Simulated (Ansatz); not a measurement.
**Al17N18 (cell charge −3, with a compensating background) (cell with a defect): density, localisation and related maps**

Input

```
crystal:
  lattice:
    - [-4.6953054928, -2.7108358902, 5.0180193525]
    - [4.6953054928, -2.7108358902, 5.0180193525]
    - [0.0, 5.4216717804, 5.0180193525]
  atoms:
    - { symbol: Al, position: [0.609398744, 0.279746027, 0.6115578646] }
    - { symbol: Al, position: [0.2794630151, 0.9448573254, 0.2763278208] }
    - { symbol: Al, position: [0.9446114866, 0.2797397713, 0.2763243127] }
    - { symbol: Al, position: [0.2795104329, 0.6096851333, 0.6114716056] }
    - { symbol: Al, position: [0.609417029, 0.9448752533, 0.9463951756] }
    - { symbol: Al, position: [0.2773882355, 0.2776572691, 0.9443068177] }
    - { symbol: Al, position: [0.9396013008, 0.9398373429, 0.6064985618] }
    - { symbol: Al, position: [0.9445874531, 0.6096770363, 0.9463704423] }
    - { symbol: Al, position: [0.8880108601, 0.5538022899, 0.5549063239] }
    - { symbol: Al, position: [0.8875684657, 0.2207961045, 0.8874609766] }
    - { symbol: Al, position: [0.553567224, 0.8882445362, 0.5549202694] }
    - { symbol: Al, position: [0.220543855, 0.2208094108, 0.5544773519] }
    - { symbol: Al, position: [0.5562438834, 0.5565035177, 0.8911076433] }
    - { symbol: Al, position: [0.8879750298, 0.8882360856, 0.2204813878] }
    - { symbol: Al, position: [0.5562116962, 0.2244455952, 0.2231558178] }
    - { symbol: Al, position: [0.2205408181, 0.8878139182, 0.8874679396] }
    - { symbol: Al, position: [0.2241564157, 0.5565054872, 0.2231424839] }
    - { symbol: "N", position: [0.7536472423, 0.7527732998, 0.4202213741], spin: 0.5 }
    - { symbol: "N", position: [0.7370447232, 0.4036356137, 0.7388907359] }
    - { symbol: "N", position: [0.403365232, 0.072220258, 0.4039571983] }
    - { symbol: "N", position: [0.0719586295, 0.4036264885, 0.403946381] }
    - { symbol: "N", position: [0.4033682898, 0.7372946289, 0.7388777631] }
    - { symbol: "N", position: [0.7370244252, 0.0722337407, 0.0702979964] }
    - { symbol: "N", position: [0.4044404118, 0.404718073, 0.0713695786] }
    - { symbol: "N", position: [0.0691475513, 0.0693897439, 0.7360561936] }
    - { symbol: "N", position: [0.0719363513, 0.7372996084, 0.0702764754] }
    - { symbol: "N", position: [0.6911786081, 0.3246069036, 0.3582341751], spin: 0.5 }
    - { symbol: "N", position: [0.6791812949, 0.0179181633, 0.6845553975] }
    - { symbol: "N", position: [0.3210785399, 0.6905960063, 0.3578560237], spin: 0.5 }
    - { symbol: "N", position: [0.0176142196, 0.0179212384, 0.3460900691] }
    - { symbol: "N", position: [0.3473872313, 0.3476562368, 0.6831788621] }
    - { symbol: "N", position: [0.690184061, 0.6912353913, -0.010575356], spin: 0.5 }
    - { symbol: "N", position: [0.3473890064, 0.016524062, 0.0142953073] }
    - { symbol: "N", position: [0.0176646376, 0.6794345275, 0.6845281363] }
    - { symbol: "N", position: [0.0162688117, 0.3476440353, 0.0143096605] }
  host:
    lattice:
      - [3.1302036619, 0.0, 0.0]
      - [-1.5651018309, 2.7108358902, 0.0]
      - [0.0, 0.0, 5.0180193525]
    atoms:
      - { symbol: Al, position: [0.6666666667, 0.3333333333, 0.4992349453] }
      - { symbol: Al, position: [0.3333333333, 0.6666666667, 0.9992349453] }
      - { symbol: "N", position: [0.6666666667, 0.3333333333, 0.8807650547] }
      - { symbol: "N", position: [0.3333333333, 0.6666666667, 0.3807650547] }
total_charge: -3
basis:
  ecutwfc: 420
  xc_grid: 2
kpoints:
  mp_grid: { grid: [2, 2, 2], shift: [0.5, 0.5, 0.5] }
hamiltonian:
  xc: pbe
scf:
  occupations: { method: gaussian, width: 0.02 }
  lower_state_search: "off"
output:
  forces: true
  stress: false
  eigenvalues: true
  populations: true
  charged_corrections:
    defect_position: [0.61085609, 0.61085609, 0.27752276]
    epsilon: [[8.2879, 0.0, 0.0], [0.0, 8.2879, 0.0], [0.0, 0.0, 9.8362]]
  write_density: true
  write_potential: true
  elf: true
  volumetric_format: npy
magnetization:
  spin_polarized: true
relax:
  adjacent_minimum: "off"
  f_tol: 0.03
  max_steps: 40
```

Command:

```sh
ansatz run input.yaml --threads 8 --pin off --max-ram 16384MiB --backend cpu --events-out ev --progress --plain --runs-dir out
```

The fields are those of the relaxed geometry.

The program warned that a starting moment wasn't kept; spin-polarised, but the moments vanished.

Level of theory: Ansatz, DFT PBE, scalar-relativistic, plane waves, PAW.

In a PAW calculation such maps are meaningful between the atoms, not at the nuclei.

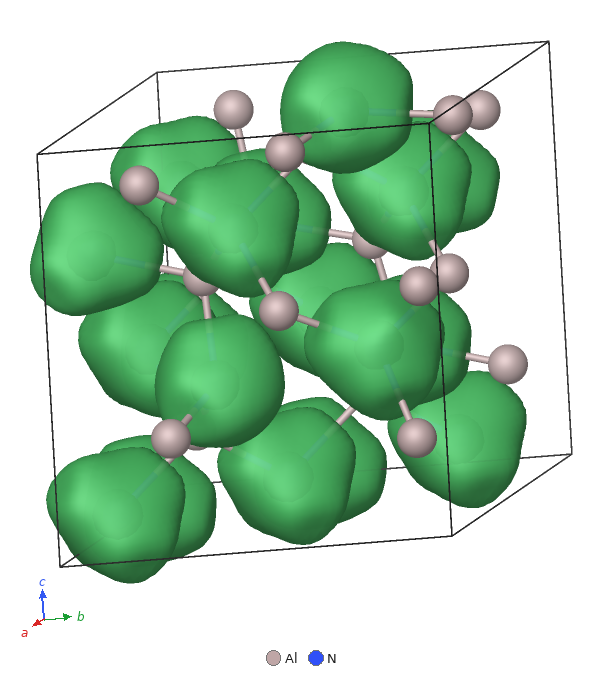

Figure 1. Isosurface of the electron localisation function at 0.65 (green), seen slightly off an axis. Core shells and regions of very low density are left out. Sticks mark near contacts.

> Identify the bonds, lone pairs and shells in this picture.

The ELF exceeds this value in 18 regions on N in which the atom's valence shell and bonds are merged, counted in one cell of 35 atoms. Regions shared between cells count once. Profiles from the grid: Al–N (1.81 Å): the ELF peaks at about 0.85 in the valence shell of N, 0.7 Å from its nucleus, and is about 0.85 at the midpoint. Al–N (1.88 Å): the ELF peaks at about 0.90 between the atoms, as expected for a polar covalent bond.

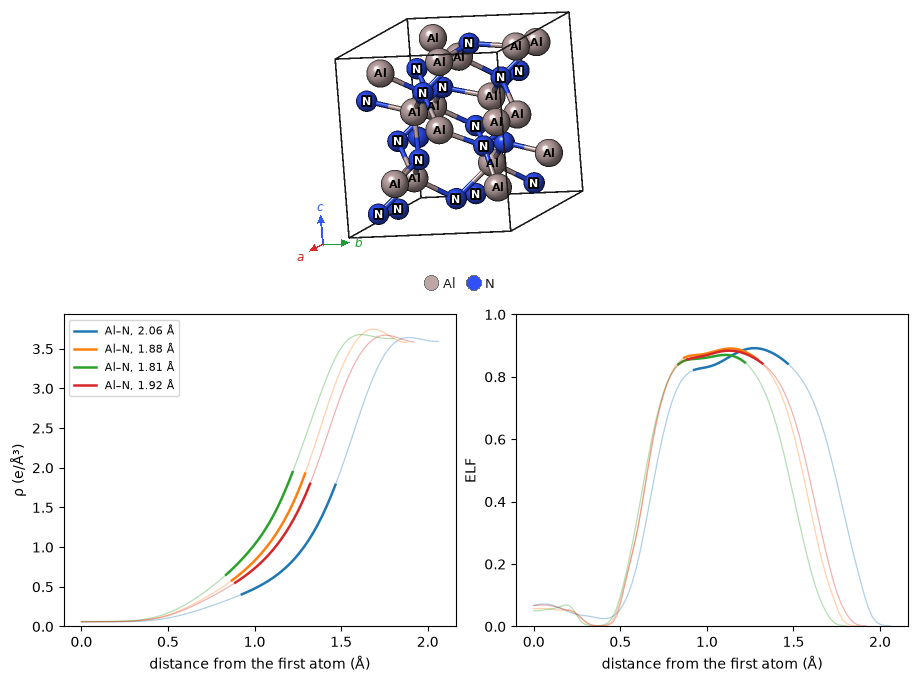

Figure 2. Valence electron density and ELF along straight lines between neighbouring atoms. Thin, pale parts lie inside the atomic spheres. The structure is drawn too.

> Compare the contacts.

Al–N (2.06 Å): ρ is about 0.51 e/Å³ halfway; the ELF peaks at about 0.90 in the valence shell of N, 0.8 Å from its nucleus, and is about 0.85 at the midpoint.
Al–N (1.88 Å): ρ at the midpoint is about 0.7 e/Å³; the ELF peaks at about 0.90 between the atoms, as expected for a polar covalent bond.
Al–N (1.81 Å): ρ at the midpoint is about 0.79 e/Å³; the ELF peaks at about 0.85 in the valence shell of N, 0.7 Å from its nucleus, and is about 0.85 at the midpoint.
Al–N (1.92 Å): ρ at the midpoint is about 0.66 e/Å³; the ELF peaks at about 0.90 between the atoms: a shared but strongly polarised pair.

> Metal or insulator at this level of theory?

It is gapped, with a Kohn–Sham gap of 4.0 eV on the k-point mesh (the band edges may lie off the mesh, which would make the gap smaller).
